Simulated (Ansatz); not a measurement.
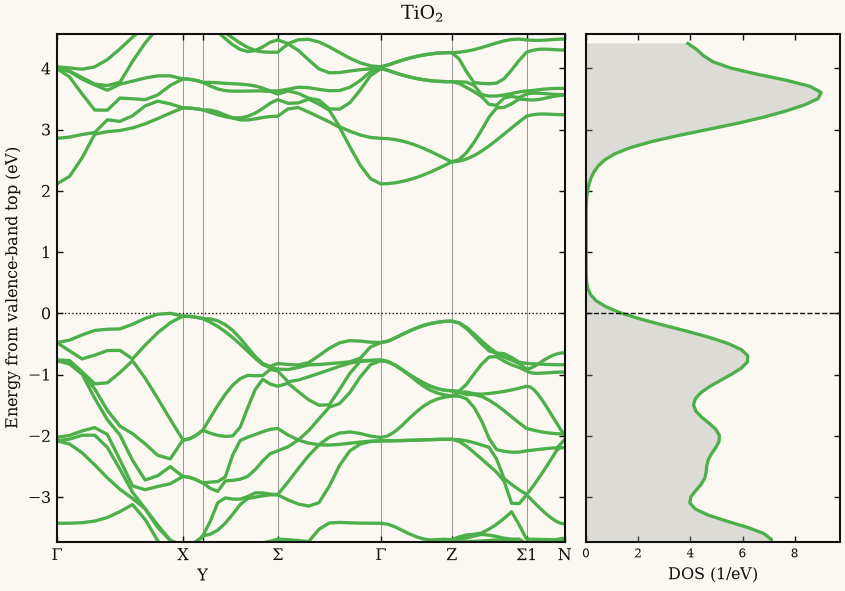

Band structure and density of states. Energies are counted from the top of the valence band. The path runs straight from each named point to the next. The DOS curve is built from the levels of the k mesh with Gaussians 0.55 eV wide, which also blur the band edges; ripples of that width can come from the mesh.

Question: Which Bravais lattice do the labels of the path belong to?

Answer: A body-centred tetragonal lattice: the path Γ–X–Y–Σ–Γ–Z–Σ1–N runs through the special points of its Brillouin zone.

Calculation on anatase TiO₂, space group I4_1/amd, 6 atoms in the primitive cell; a = 3.784 Å, c = 9.515 Å (tetragonal axes).

Ansatz 0.2.0; PBE, all-electron LAPW, no spin polarisation, no spin-orbit coupling, 10×10×10 k mesh, Fermi-Dirac smearing of 0.05 eV.

Question: What does the band structure say about the gap?

Answer: The bands leave a gap. The gap along this path is 2.11 eV and indirect, from the valence-band top between Γ and X to the conduction-band bottom at Γ; the smallest direct gap is 2.46 eV, between Γ and Z. At X the top valence band lies only 0.05 eV lower.

Question: How much do the top valence band and the lowest conduction band disperse along the path?

Answer: The top valence band spans 0.9 eV and the lowest conduction band 1.2 eV.

Question: What are the direct gaps at Σ1, X and Σ?

Answer: The direct gaps are 4.04 eV at Σ1, 3.40 eV at X and 4.04 eV at Σ.

LDA, GGA and most meta-GGA functionals understate gaps. The cell is at 5 GPa in this functional. In reduced coordinates of the cell that was run, X is (−0.5, 0.5, 0), Y is (−0.5, 0.5, −0.079), Σ is (−0.29, 0.29, −0.29), Z is (0.5, 0.5, −0.5), Σ1 is (0.29, 0.71, −0.71) and N is (0, 0.5, −0.5).
